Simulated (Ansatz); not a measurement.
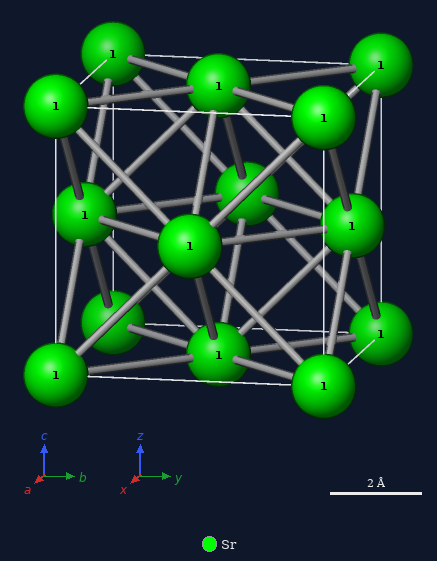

A scan of solid Sr (Fm-3m): the cell is strained equally along x and y and separately along z, with the atoms kept at their fractional coordinates. x, y and z are the Cartesian axes of the input. The picture shows the reference cell. A ball-and-stick model of the conventional cell (4 times the calculation's cell), seen slightly off an axis. Lengths and directions refer to the drawn axes.

Theory: Ansatz 0.2.0, DFT PBEsol, scalar-relativistic, plane waves, PAW. (plane-wave cutoff 420 eV; k-point mesh 10 × 10 × 10; occupations gaussian; smearing width 0.03 eV; no spin polarisation). Energies (free energies at the smearing named) are counted from the cell as listed in its source, which wasn't relaxed.

The input:
```yaml
crystal:
  lattice:
    - [0.0, 3.04235, 3.04235]
    - [3.04235, 0.0, 3.04235]
    - [3.04235, 3.04235, 0.0]
  atoms:
    - { symbol: Sr, position: [0.0, 0.0, 0.0] }
basis:
  ecutwfc: 420
kpoints:
  mp_grid: { grid: [10, 10, 10] }
hamiltonian:
  xc: pbesol
scf:
  occupations: { method: gaussian, width: 0.03 }
output:
  forces: true
  stress: true
  eigenvalues: true
  write_density: true
  write_potential: true
  elf: true
  volumetric_format: npy
```

Command:
```bash
ansatz run input.yaml --threads 1 --pin off --max-ram 2560MiB --backend cpu --events-out ev --progress --plain --runs-dir out
```

### Predict the energy profile on a grid with rows −0.080, −0.040, 0.000, 0.040, 0.080 and columns −0.080, −0.040, 0.000, 0.040, 0.080 (strain along x and y; strain along z).

Rows: strain along x and y; columns: strain along z; values in meV/atom.

|  | −0.080 | −0.040 | 0.000 | 0.040 | 0.080 |
| --- | --- | --- | --- | --- | --- |
| −0.080 | 44.7 | 18.2 | 3.1 | −0.4 | 6.8 |
| −0.040 | −1.2 | −11.6 | −13.9 | −7.0 | 7.9 |
| 0.000 | −13.5 | −9.7 | 0.0 | 15.4 | 37.4 |
| 0.040 | 0.4 | 15.6 | 34.9 | 59.1 | 87.4 |
| 0.080 | 35.7 | 60.3 | 88.1 | 119.5 | 155.2 |

In pairs of (strain along x and y; strain along z): the lowest computed point lies at (−0.040, 0.000) (−13.9 meV/atom), the highest at (0.080, 0.080) (155.2 meV/atom). The valley is tilted: raising the in-plane strain is made harder by raising the strain along z (cross term 0.66 of the geometric mean of the two curvatures). Over the ranges scanned the energy rises more along the first axis, the in-plane strain. The pressure runs from −2.3 GPa at (0.080, 0.080) to 2.7 GPa at (−0.080, −0.080).

As a map, interpolated between the computed points (dots):

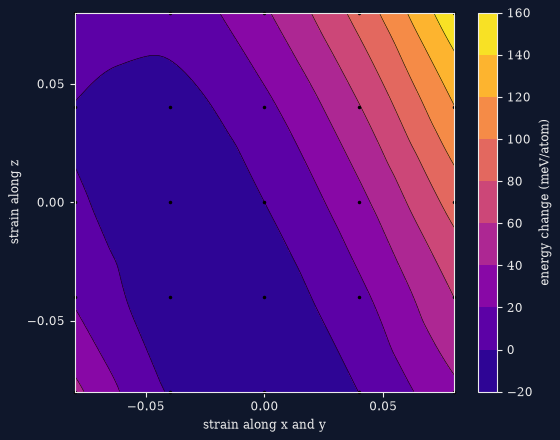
